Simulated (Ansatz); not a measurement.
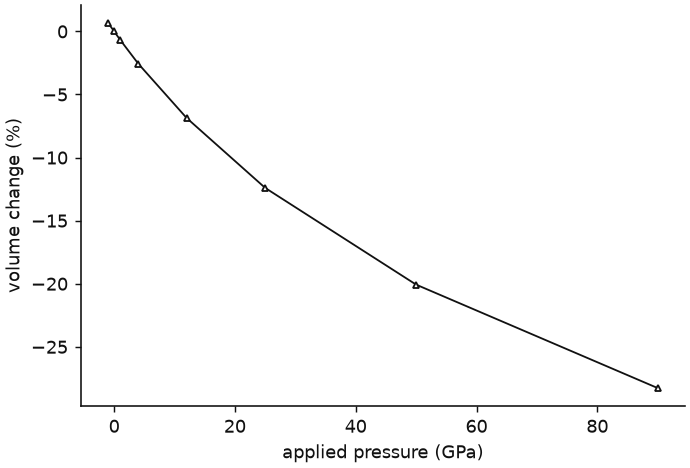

Plotted: volume change against applied pressure.

How it was computed, with Ansatz 0.2.0: volume, enthalpy and cell of a crystal along a series of hydrostatic pressures at zero temperature, keeping its symmetry; changes are against the given cell; the k mesh follows the cell and the gap; plane waves with PAW datasets, Γ-centred k mesh; energies extrapolated to zero smearing. Level: r2SCAN, no spin polarisation.

**For which of these solids was it computed?**
A. TiH, Fm-3m (No. 225), 9.1 Å³/atom
B. Mo, Im-3m (No. 229), 15.6 Å³/atom
C. BaTe, Fm-3m (No. 225), 44.1 Å³/atom

A, TiH: volume change from −28.27 % to 0.68 %. The others give: BaTe, volume change from −44.05 % to 13.81 %; Mo, volume change from −10.90 % to 0.76 %.

For BaTe, limits of the calculation: far from the equilibrium volume; narrow smearing for a metal.

For TiH, limits of the calculation: far from the equilibrium volume.
